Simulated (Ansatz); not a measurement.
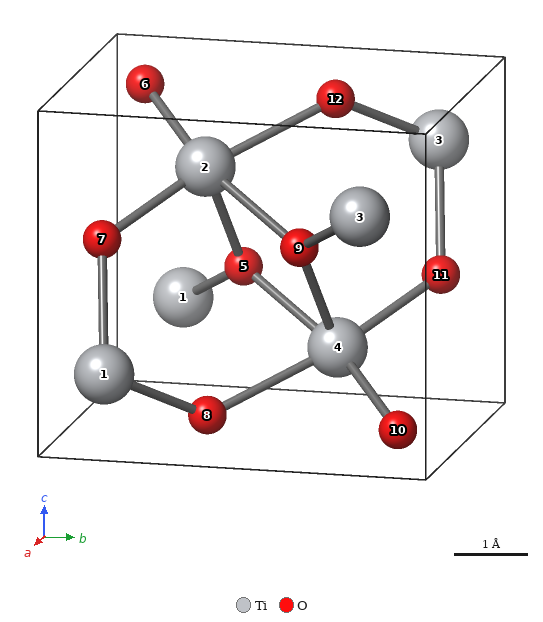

Fig. 1: The structure (ball-and-stick view of the cell of the calculation, seen slightly off an axis; atoms are numbered from 1 in the order of the input). Near neighbours in the crystal (not all of them lie inside the picture): Ti has 6 O at 1.87 to 2.06 Å; O has 3 Ti at 1.87 to 2.06 Å.

## Single-point calculation, with input and output: TiO2 (part 1 of 2)

The run: single-point calculation of TiO2 (Pbcn, 12 atoms in the cell). Method and program: DFT, PBE+U, PAW, plane waves, scalar-relativistic, Ueff = 6.6 eV on Ti d, spin-polarised (Ansatz 0.2.0).

The structure derives from an entry of the Crystallography Open Database. It belongs to a series of runs on one base structure; here: parallel moments, plain SCF. Figures and captions count atoms from 1; the log counts them from 0 in places.

## Input
```yaml
crystal:
  lattice:
    - [4.5318, 0.0, 0.0]
    - [0.0, 5.5019, 0.0]
    - [0.0, 0.0, 4.9063]
  atoms:
    - { symbol: Ti, position: [0.0, 0.1704, 0.25], spin: 1.0 }
    - { symbol: Ti, position: [0.5, 0.3296, 0.75], spin: 1.0 }
    - { symbol: Ti, position: [0.0, 0.8296, 0.75], spin: 1.0 }
    - { symbol: Ti, position: [0.5, 0.6704, 0.25], spin: 1.0 }
    - { symbol: O, position: [0.2716, 0.3814, 0.4142] }
    - { symbol: O, position: [0.2284, 0.1186, 0.9142] }
    - { symbol: O, position: [0.7716, 0.1186, 0.5858] }
    - { symbol: O, position: [0.7284, 0.3814, 0.0858] }
    - { symbol: O, position: [0.7284, 0.6186, 0.5858] }
    - { symbol: O, position: [0.7716, 0.8814, 0.0858] }
    - { symbol: O, position: [0.2284, 0.8814, 0.4142] }
    - { symbol: O, position: [0.2716, 0.6186, 0.9142] }
magnetization:
  spin_polarized: true
hamiltonian:
  xc: pbe
  pseudopotentials: { kind: paw }
  hubbard: { sites: [{ species: Ti, l: d, u_eff: 6.6 }] }
basis:
  ecutwfc: 420
kpoints:
  mp_grid: { grid: [4, 3, 4] }
scf:
  occupations: { method: fermi_dirac, width: 0.1 }
  lower_state_search: "off"
output:
  forces: true
  stress: true
  write_density: true
  write_potential: true
  elf: true
  volumetric_format: npy
```

Hardware: 4 threads of Intel Xeon @ 2.50GHz (Skylake/Cascade Lake), 12 GiB of memory available, shared host.

Command:
```bash
ansatz run input.yaml --threads 4 --pin off --max-ram 9216MiB --backend cpu --events-out ev --progress --plain --runs-dir out
```

## Output
```
Ti: projections on atomic orbitals take those of the free atom [Ne] 3s2 3p6 3d2 4s2, of charge +0.00 (hamiltonian.pseudopotentials.projection_atoms); the dataset's partial waves leave at most 4.1e-7 of an orbital's norm unspanned inside its sphere
O: projections on atomic orbitals take those of the free atom [He] 2s2 2p4, of charge +0.00 (hamiltonian.pseudopotentials.projection_atoms); the dataset's partial waves leave at most 1.9e-8 of an orbital's norm unspanned inside its sphere
Engine: ansatz 0.2.0, x86_64-unknown-linux-gnu
Pseudopotentials: kind: paw
Pseudopotential: Ti, paw, valence charge 12, recommended cutoff 420 eV (normal), Ti.paw.azcp
Pseudopotential: O, paw, valence charge 6, recommended cutoff 420 eV (normal), O.paw.azcp
Functional definition: PBE
  parameter kappa = 0.804
  parameter beta = 0.06672455060314922
  exchange = pbe_x(kappa = kappa, mu = beta*pi^2/3)
  correlation = pbe_c(beta = beta)
Crystal: 12 atoms, lattice volume = 122.331 Å³
Basis set: ecut = 420 eV, 2409 PW (Γ), exchange–correlation on 64×80×72 points (8 copies of the dense FFT grid, shifted against one another)
Bands: 62, of which v1, the nominal top of the filled ones, is band 48 counted from 1 (47 counted from 0)
Symmetry: 8 space group operations
Space group: Pbcn (ITA 60), of the structure as read, at distance tolerance 5.0e-5 Å
Magnetic group: BNS 60.417 (UNI 515), of the structure as read, at distance tolerance 5.0e-5 Å
k-points: 18 of 48
Non-local potential: Ti, projectors of the file, l = 0: 3, l = 1: 2, l = 2: 3, l = 3: 1
Non-local potential: O, projectors of the file, l = 0: 2, l = 1: 2, l = 2: 1
PAW form: soft (Blöchl's): semilocal exchange-correlation on the pseudo side does not see the compensation charge
PAW one-centre angular grid: Ti, 590 points (default); XC on 64 Gauss nodes
PAW one-centre angular grid: O, 110 points (default); XC on 64 Gauss nodes
Initial density: superposition of atomic densities (chi_scale 0.1, normalization cell, long waves kept (reshape's long-wave potential 0.00 eV rms))
Starting moments: Σ|m| = 4 μB on 4 of 12 sites
Initial wavefunctions: pseudopotential atomic-orbital guess
Functional: x = pbe(κ = 0.804, μ = 0.2195149727645171), c = pbe(β = 0.06672455060314922)
SCF iter   1: F=—  HF=-14533.914422 eV  |F-HF|=—  |Δ(HF+E_count)|=         —  Δρ=7.83e-2 (↑7.83e-2 ↓6.56e-2)  dr2=1.68e1  dr2_m=2.15e0  M=0.000 μB ∫|m|=1.570 μB  β_m=0.30  ethr=3.10e-3  ⟨swp⟩=5.2  Hψ=8521  notcnv=0
preconditioner: auto → Resta (q_TF=auto, 2.620 Å⁻¹)  ε∞=6.4  [insulator: Δε(μ)=3.565 eV  Ē_g=11.551 eV  σ=0.100 eV  W_gap=1.00  n_scr=34 (ndim 8)  ℏωp=26.9 eV  f_vac=0.000  D(μ)=0.00/eV (n_scr^D=0)  ε∞_Penn≈6.4]
spin=Collinear: Resta preconditioning applied to the charge; magnetization (m = ρ↑ − ρ↓) channel mixes plain (no charge-response kernel on spin).
SCF iter   2: F=—  HF=-14531.947665 eV  |F-HF|=—  |Δ(HF+E_count)|=    1.97e0  Δρ=4.02e-2 (↑4.02e-2 ↓3.79e-2)  dr2=2.68e0  dr2_m=1.01e0  M=0.000 μB ∫|m|=1.684 μB  β_m=0.30  ethr=3.10e-3  ⟨swp⟩=2.7  Hψ=4106  notcnv=0  defer=168
SCF iter   3: F=—  HF=-14532.262273 eV  |F-HF|=—  |Δ(HF+E_count)|=   3.15e-1  Δρ=2.91e-2 (↑2.44e-2 ↓2.91e-2)  dr2=6.19e-1  dr2_m=5.06e-1  M=0.000 μB ∫|m|=1.604 μB  β_m=0.30  ethr=2.79e-3  ⟨swp⟩=2.1  Hψ=3297  notcnv=0  defer=168
SCF iter   4: F=—  HF=-14532.719396 eV  |F-HF|=—  |Δ(HF+E_count)|=   4.57e-1  Δρ=2.30e-2 (↑2.30e-2 ↓1.46e-2)  dr2=3.78e-1  dr2_m=3.21e-1  M=0.000 μB ∫|m|=1.239 μB  β_m=0.30  ethr=6.44e-4  ⟨swp⟩=2.8  Hψ=3711  notcnv=0  defer=168
SCF iter   5: F=—  HF=-14532.820716 eV  |F-HF|=—  |Δ(HF+E_count)|=   1.01e-1  Δρ=1.32e-2 (↑1.32e-2 ↓1.23e-2)  dr2=1.07e-2  dr2_m=1.76e-1  M=0.000 μB ∫|m|=1.109 μB  β_m=0.30  ethr=3.94e-4  ⟨swp⟩=3.2  Hψ=3926  notcnv=0  defer=125
SCF iter   6: F=—  HF=-14532.940721 eV  |F-HF|=—  |Δ(HF+E_count)|=   1.20e-1  Δρ=1.03e-2 (↑9.30e-3 ↓1.03e-2)  dr2=3.72e-3  dr2_m=1.07e-1  M=0.000 μB ∫|m|=0.948 μB  β_m=0.30  ethr=1.11e-5  ⟨swp⟩=2.3  Hψ=4165  notcnv=0  defer=97
SCF iter   7: F=—  HF=-14533.010636 eV  |F-HF|=—  |Δ(HF+E_count)|=   6.99e-2  Δρ=8.61e-3 (↑7.04e-3 ↓8.61e-3)  dr2=4.45e-3  dr2_m=6.84e-2  M=0.000 μB ∫|m|=0.809 μB  β_m=0.30  ethr=3.88e-6  ⟨swp⟩=2.0  Hψ=3087  notcnv=0  defer=97
Mixer restart at iter 7: flushing history
spin-set hold released at iteration 7 (site moments contracting): the magnetisation degrees of freedom join the quasi-Newton model from the next iteration; the mixer history was flushed
SCF iter   8: F=—  HF=-14533.053086 eV  |F-HF|=—  |Δ(HF+E_count)|=   4.25e-2  Δρ=6.71e-3 (↑6.08e-3 ↓6.71e-3)  dr2=1.02e-3  dr2_m=4.57e-2  M=0.000 μB ∫|m|=0.686 μB  β_m=0.59  ethr=3.88e-6  ⟨swp⟩=2.5  Hψ=3635  notcnv=0  defer=97
SCF iter   9: F=—  HF=-14533.130976 eV  |F-HF|=—  |Δ(HF+E_count)|=   7.79e-2  Δρ=3.24e-3 (↑1.01e-3 ↓3.24e-3)  dr2=5.95e-3  dr2_m=4.87e-3  M=0.000 μB ∫|m|=0.239 μB  β_m=0.66  ethr=1.06e-6  ⟨swp⟩=3.1  Hψ=4836  notcnv=0  defer=97
SCF iter  10: F=—  HF=-14533.135224 eV  |F-HF|=—  |Δ(HF+E_count)|=   4.25e-3  Δρ=1.52e-3 (↑1.52e-3 ↓7.09e-4)  dr2=1.11e-3  dr2_m=1.29e-3  M=0.000 μB ∫|m|=0.093 μB  β_m=0.81  ethr=1.06e-6  ⟨swp⟩=2.6  Hψ=4251  notcnv=0  defer=88
SCF iter  11: F=—  HF=-14533.136197 eV  |F-HF|=—  |Δ(HF+E_count)|=   9.73e-4  Δρ=3.62e-4 (↑3.62e-4 ↓2.26e-4)  dr2=5.59e-5  dr2_m=8.99e-5  M=0.000 μB ∫|m|=0.028 μB  β_m=0.91  ethr=1.06e-6  ⟨swp⟩=2.1  Hψ=3355  notcnv=0  defer=88
SCF iter  12: F=—  HF=-14533.136292 eV  |F-HF|=—  |Δ(HF+E_count)|=   9.51e-5  Δρ=5.02e-5 (↑5.02e-5 ↓2.48e-5)  dr2=1.67e-6  dr2_m=8.06e-7  M=0.000 μB ∫|m|=0.003 μB  β_m=0.88  ethr=5.82e-8  ⟨swp⟩=2.2  Hψ=3923  notcnv=0  defer=87
SCF iter  13: F=—  HF=-14533.136293 eV  |F-HF|=—  |Δ(HF+E_count)|=   7.41e-7  Δρ=8.08e-6 (↑7.68e-6 ↓8.08e-6)  dr2=1.47e-7  dr2_m=7.99e-9  M=-0.000 μB ∫|m|=0.000 μB  β_m=0.94  ethr=1.74e-9  ⟨swp⟩=2.2  Hψ=3964  notcnv=0  defer=70
iter 14 did not close the SCF: its close was put off for a magnetic moment that had not settled (scf_convergence_deferred on its scf_iter line)
SCF iter  14: F=-14533.136293 eV  HF=-14533.136293 eV  |F-HF|=1.07e-9  |Δ(HF+E_count)|=   8.82e-8  Δρ=1.80e-6 (↑1.29e-6 ↓1.80e-6)  dr2=7.65e-9  dr2_m=5.21e-10  M=0.000 μB ∫|m|=0.000 μB  β_m=0.97  ethr=1.04e-10  ⟨swp⟩=11.8  Hψ=13124  notcnv=0
SCF iter  15: F=-14533.136293 eV  HF=-14533.136293 eV  |F-HF|=2.29e-10  |Δ(HF+E_count)|=   4.41e-9  Δρ=3.88e-7 (↑3.88e-7 ↓3.83e-7)  dr2=7.18e-10  dr2_m=7.12e-12  M=0.000 μB ∫|m|=0.000 μB  ethr=7.97e-12  ⟨swp⟩=4.8  Hψ=10905  notcnv=0
WARN: the starting moments were not kept: the SCF closed with an absolute magnetisation of 5.6e-6 μB, where they sum to 4 μB in size (4 sites). That is at most 0.1 of that sum. Measured as dr2_m measures the in/out step, that magnetisation stands 2.6e-12 eV from none, at or under the dr2_threshold of 1.0e-7 eV: it is no larger than a step whose dr2_m would equal this threshold. The system may hold no moment; this SCF shows only that its start led to no more than that. To try another start: raise the starting moments (crystal.atoms[].spin, magnetization.per_species, magnetization.initial_magnetization, or on a non-collinear deck that types none of these the spinor_matrix: blocks that start its atoms; where the total moment is fixed, keep their sum and leave initial_magnetization as it is; typed ones take the place of any that the run laid by itself, positive ones on a crystal's lanthanoids without a Hubbard term where scf.initial_density.shell_occupations: [] is typed) or, if the notice of its spin-set hold's release reads "site moments contracting" or "site moments show no strong build", lengthen the hold (scf.mixing.spin_hold: { on: { confirm: 4 } }; for m-r²SCAN on two components see the key's manual first). Each may lead to a state that holds a moment. A second SCF, from the converged charge density, with the starting moments and any scf.initial_density.shell_occupations laid on it anew, would have followed, and was not run: the deck does not ask for one (magnetization.retry_lost_moments is false, the default). To let it run, set magnetization.retry_lost_moments: true and run the deck again, where that key's refused combinations let it; where memory then withholds it, that run's warning says so.
SCF 1 converged in 15 iterations: F = -14533.136293 eV  dr2 = 7.18e-10
  greatest PAW one-centre occupation: 0.999 electrons in one spin orbital (limit 2), on the Ti atom at site 3 (counted from 0), in its partial waves of l = 0
```

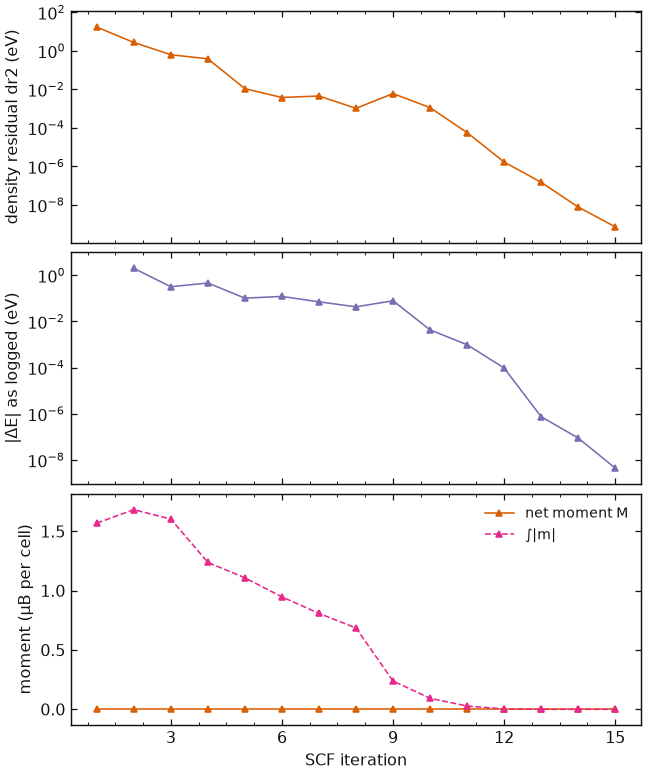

Fig. 2: Convergence of the self-consistent field: density residual dr2, size of the energy change and magnetic moment against the SCF iteration. The residual comes down, with one marked jump up, by a factor of about 6, at step 9. The net moment stays at 0.0 μB per cell, and ∫|m| falls to zero.

```
SCF converged after 15 iterations
Magnetization: 0.0000 μB (48.0000 up, 48.0000 down)
Absolute magnetization: 0.0000 μB (∫|ρ↑−ρ↓|, with the PAW one-centre terms)
Spin contamination: 0.0000 ħ² per cell (⟨S²⟩ above its minimum at these occupations)
Per-site moments (μB) at R_I (Å): [(2.1088853794930936e-7, 0.7730017753893531), (2.1088853790419043e-7, 0.7730017753893532), (2.1088853797849878e-7, 0.773001775389353), (2.1088853794443487e-7, 0.773001775389353), (-1.0843687723370488e-7, 0.7730017753893533), (-1.0843687727569236e-7, 0.7730017753893532), (-1.08436877377078e-7, 0.7730017753893532), (-1.0843687724991768e-7, 0.7730017753893531), (-1.0843687729009932e-7, 0.773001775389353), (-1.0843687728133754e-7, 0.773001775389353), (-1.0843687732060705e-7, 0.7730017753893532), (-1.0843687741180461e-7, 0.773001775389353)]
Free energy (F): -14533.136293 eV
Harris-Foulkes:  -14533.136293 eV  (|F-HF|=2.29e-10)
Internal energy: -14533.136293 eV  (E = F + TS)
E sigma→0 (E₀):  -14533.136293 eV
Entropy (-TS):   -0.000000 eV (-0.000 meV/atom)
Fermi energy:    11.307495 eV
```
